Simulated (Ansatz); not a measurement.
## From Os to Re

System: Os (2 atoms in the cell).
Method of the first run: DFT PBE, scalar-relativistic, plane waves, PAW, no spin polarisation (Ansatz 0.2.0).
System of the second run: Re (P6₃/mmc, 2 atoms in the cell).

On the first run: The structure derives from a Materials Project entry. On the second run: The structure was made by swapping elements on the sites of another compound; it need not be a known phase. It belongs to a series of runs on one base structure; here: Os -> Re on all its sites, cell and atoms relaxed. Text and figures count atoms from 1; the logs count them from 0 in places.

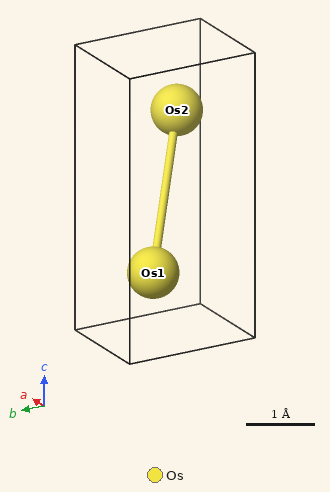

Figure 1. The input geometry (ball-and-stick view of the cell of the calculation, seen at an oblique angle; atoms are numbered from 1 in the order of the input). Near neighbours in the crystal (not all of them lie inside the picture): Os has 12 Os at 2.68 to 2.75 Å.

## Input file, the first run
```yaml
crystal:
  lattice:
    - [2.7461342319, 0.0, 0.0]
    - [-1.373067116, 2.3782220071, 0.0]
    - [0.0, 0.0, 4.32631422]
  atoms:
    - { symbol: Os, position: [0.33333333, 0.66666667, 0.25] }
    - { symbol: Os, position: [0.66666667, 0.33333333, 0.75] }
basis:
  ecutwfc: 420
kpoints:
  mp_grid: { grid: [6, 6, 4] }
hamiltonian:
  xc: pbe
scf:
  occupations: { method: gaussian, width: 0.1 }
output:
  forces: true
  stress: true
  eigenvalues: true
```

Command:
```bash
ansatz run input.yaml --threads 1 --pin off --max-ram 2560MiB --backend cpu --events-out ev --progress --plain --runs-dir out
```

Hardware: 1 thread of Intel Xeon (Granite Rapids), 128 GiB of memory available, shared host.

## Output, shortened to warnings, some set-up lines, iterations and results (the first run)
```
Basis set: ecut = 420 eV, 561 PW (Γ), exchange–correlation on 40×40×60 points (8 copies of the dense FFT grid, shifted against one another)
Symmetry: 24 space group operations
k-points: 21 of 144
Initial density: superposition of atomic densities (neutral atoms: chi_scale 0, normalization atom), corrected by the library's trained network
[...]
SCF iter   1: F=—  HF=-22769.015988 eV  |F-HF|=—  |Δ(HF+E_count)|=         —  Δρ=1.03e-2  dr2=1.29e-2  ethr=1.77e-3  ⟨swp⟩=4.8  Hψ=1645  notcnv=0
SCF iter   2: F=—  HF=-22769.017551 eV  |F-HF|=—  |Δ(HF+E_count)|=   1.56e-3  Δρ=4.69e-3  dr2=1.52e-3  ethr=4.03e-5  ⟨swp⟩=2.4  Hψ=766  notcnv=0
SCF iter   3: F=—  HF=-22769.018858 eV  |F-HF|=—  |Δ(HF+E_count)|=   1.31e-3  Δρ=1.24e-3  dr2=1.00e-4  ethr=4.74e-6  ⟨swp⟩=2.0  Hψ=567  notcnv=0
SCF iter   4: F=—  HF=-22769.018970 eV  |F-HF|=—  |Δ(HF+E_count)|=   1.12e-4  Δρ=5.76e-5  dr2=2.93e-7  ethr=3.13e-7  ⟨swp⟩=2.1  Hψ=562  notcnv=0
SCF iter   5: F=—  HF=-22769.018992 eV  |F-HF|=—  |Δ(HF+E_count)|=   2.17e-5  Δρ=3.19e-6  dr2=1.42e-9  ethr=9.17e-10  ⟨swp⟩=2.2  Hψ=630  notcnv=0
SCF iter   6: F=-22769.018992 eV  HF=-22769.018992 eV  |F-HF|=3.64e-12  |Δ(HF+E_count)|=  2.69e-10  Δρ=5.83e-7  dr2=4.20e-11  ethr=4.44e-12  ⟨swp⟩=1.7  Hψ=1281  notcnv=0
SCF 1 converged in 6 iterations: F = -22769.018992 eV  dr2 = 4.20e-11
SCF converged after 6 iterations
Free energy (F): -22769.018992 eV
Harris-Foulkes:  -22769.018992 eV  (|F-HF|=3.64e-12)
Internal energy: -22769.008259 eV  (E = F + TS)
E sigma→0 (E₀):  -22769.013625 eV
Entropy (-TS):   -0.010733 eV (-5.367 meV/atom)
Fermi energy:    26.038377 eV
--- Per-component energies (eV) ---
  E_band       = -138.976030
  E_kinetic    = 1123.662969
  E_local      = -1585.078472  (includes V_loc(G=0)·N_el)
  E_nonlocal   = -3.970082
  E_hartree    = 656.863033
  E_xc         = -533.685400
  E_vxc        = -568.498822  (∫ρ·V_xc dr)
  E_paw        = -18023.504664  (= ΣΔE_a)
  E_vpaw       = -418.817524  (= ΣTr[D̂ρ^β])
  E_aug_tail   = -0.000174  (compensation charges beyond the density's cutoff)
  E_ewald      = -4403.295469
  E_smearing   = -0.010733  (= −TS)
  E_closure    = 0.000000  (closes the sum)
  Σ components = -22769.018992   (vs F -22769.018992, Δ=0.00e0)
--- Forces (eV/Å), atoms counted from 1 ---
  atom   1  Os    -0.00000000     0.00000000    -0.00000000
  atom   2  Os     0.00000000    -0.00000000     0.00000000
  max |Σ_I F_I| component: 1.85e-17 eV/Å
--- Stress (GPa, compression-positive) ---
        6.747202       0.000000       0.000000
        0.000000       6.747202      -0.000000
        0.000000      -0.000000       1.800035
  P = ⅓ Tr σ = 5.0981 GPa (50.981 kbar)
```

For the second run the input was changed thus:
```diff
-    - [2.7461342319, 0.0, 0.0]
-    - [-1.373067116, 2.3782220071, 0.0]
-    - [0.0, 0.0, 4.32631422]
+    - [2.8436395647, 0.0, 0.0]
+    - [-1.4218197824, 2.4626641022, 0.0]
+    - [0.0, 0.0, 4.4945615283]
-    - { symbol: Os, position: [0.33333333, 0.66666667, 0.25] }
-    - { symbol: Os, position: [0.66666667, 0.33333333, 0.75] }
+    - { symbol: Re, position: [0.3333333333, 0.6666666667, 0.25] }
+    - { symbol: Re, position: [0.6666666667, 0.3333333333, 0.75] }
```

How does the second run compare with the first run?

The total energies belong to different systems, so their difference says nothing on which is more stable or more accurate. The pressure goes from 5.10 to −16.18 GPa. The volume per atom goes from 14.13 to 15.74 Å³. The number of SCF iterations is the same. The plane waves at Γ go from 561 to 615.

## Output, shortened to warnings, some set-up lines, iterations and results (the second run)
```
Basis set: ecut = 420 eV, 615 PW (Γ), exchange–correlation on 40×40×64 points (8 copies of the dense FFT grid, shifted against one another)
Symmetry: 24 space group operations
k-points: 21 of 144
Initial density: superposition of atomic densities (neutral atoms: chi_scale 0, normalization atom), corrected by the library's trained network
[...]
SCF iter   1: F=—  HF=-21736.065168 eV  |F-HF|=—  |Δ(HF+E_count)|=         —  Δρ=7.46e-3  dr2=5.67e-3  ethr=1.77e-3  ⟨swp⟩=5.0  Hψ=1726  notcnv=0
SCF iter   2: F=—  HF=-21736.068107 eV  |F-HF|=—  |Δ(HF+E_count)|=   2.94e-3  Δρ=3.70e-3  dr2=1.17e-3  ethr=1.89e-5  ⟨swp⟩=1.6  Hψ=633  notcnv=0
SCF iter   3: F=—  HF=-21736.069223 eV  |F-HF|=—  |Δ(HF+E_count)|=   1.12e-3  Δρ=4.31e-4  dr2=2.12e-5  ethr=3.91e-6  ⟨swp⟩=2.0  Hψ=507  notcnv=0
SCF iter   4: F=—  HF=-21736.069251 eV  |F-HF|=—  |Δ(HF+E_count)|=   2.83e-5  Δρ=3.27e-5  dr2=1.13e-7  ethr=7.05e-8  ⟨swp⟩=2.0  Hψ=542  notcnv=0
SCF iter   5: F=-21736.069251 eV  HF=-21736.069251 eV  |F-HF|=4.26e-9  |Δ(HF+E_count)|=   8.89e-9  Δρ=8.12e-6  dr2=1.15e-8  ethr=3.77e-10  ⟨swp⟩=2.3  Hψ=702  notcnv=0
SCF iter   6: F=-21736.069251 eV  HF=-21736.069251 eV  |F-HF|=7.28e-12  |Δ(HF+E_count)|=   1.14e-9  Δρ=7.80e-7  dr2=5.77e-11  ethr=3.82e-11  ⟨swp⟩=1.5  Hψ=1260  notcnv=0
SCF 1 converged in 6 iterations: F = -21736.069251 eV  dr2 = 5.77e-11
SCF converged after 6 iterations
Free energy (F): -21736.069251 eV
Harris-Foulkes:  -21736.069251 eV  (|F-HF|=7.28e-12)
Internal energy: -21736.064134 eV  (E = F + TS)
E sigma→0 (E₀):  -21736.066693 eV
Entropy (-TS):   -0.005117 eV (-2.559 meV/atom)
Fermi energy:    22.120005 eV
--- Per-component energies (eV) ---
  E_band       = -195.202273
  E_kinetic    = 1074.952810
  E_local      = -1627.204700  (includes V_loc(G=0)·N_el)
  E_nonlocal   = 97.134339
  E_hartree    = 575.584211
  E_xc         = -805.551054
  E_vxc        = -605.022000  (∫ρ·V_xc dr)
  E_paw        = -17317.542212  (= ΣΔE_a)
  E_vpaw       = -286.231063  (= ΣTr[D̂ρ^β])
  E_aug_tail   = -0.000144  (compensation charges beyond the density's cutoff)
  E_ewald      = -3733.437383
  E_smearing   = -0.005117  (= −TS)
  E_closure    = 0.000000  (closes the sum)
  Σ components = -21736.069251   (vs F -21736.069251, Δ=0.00e0)
--- Forces (eV/Å), atoms counted from 1 ---
  atom   1  Re    -0.00000000     0.00000000     0.00000000
  atom   2  Re     0.00000000    -0.00000000     0.00000000
  max |Σ_I F_I| component: 9.25e-18 eV/Å
--- Stress (GPa, compression-positive) ---
      -19.575254      -0.000000       0.000000
       -0.000000     -19.575254       0.000000
        0.000000       0.000000      -9.389604
  P = ⅓ Tr σ = -16.1800 GPa (-161.800 kbar)
```

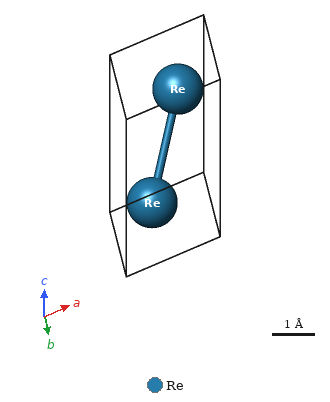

Figure 2. The input structure of the second run (ball-and-stick view of the cell of the calculation, seen at an oblique angle).

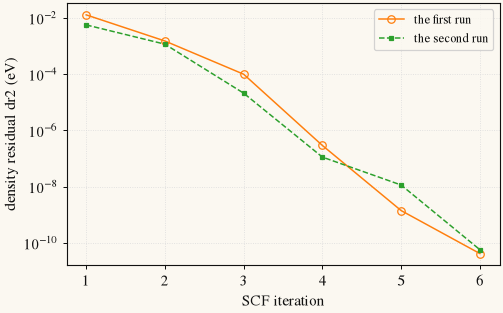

Figure 3. Convergence of the two runs: density residual dr2 against the SCF iteration. The first run takes 6 iterations in all, and the second run takes 6.

## The two runs side by side

| quantity | the first run | the second run |
| --- | --- | --- |
| outcome | converged | converged |
| free energy per atom (eV) | −11384.5095 | −10868.0346 |
| energy per atom, smearing taken to zero (eV) | −11384.5068 | −10868.0333 |
| gap on the mesh (eV) | 0.00 | 0.00 |
| pressure (GPa) | 5.10 | −16.18 |
| volume per atom (Å³) | 14.13 | 15.74 |
| largest force (eV/Å) | 0.000 | 0.000 |
| SCF iterations | 6 | 6 |
| irreducible k-points | 21 | 21 |
| plane waves at Γ | 561 | 615 |

For the first run: Spin–orbit coupling is left out, which matters for Os. For the second run: Spin–orbit coupling is left out, which matters for Re.
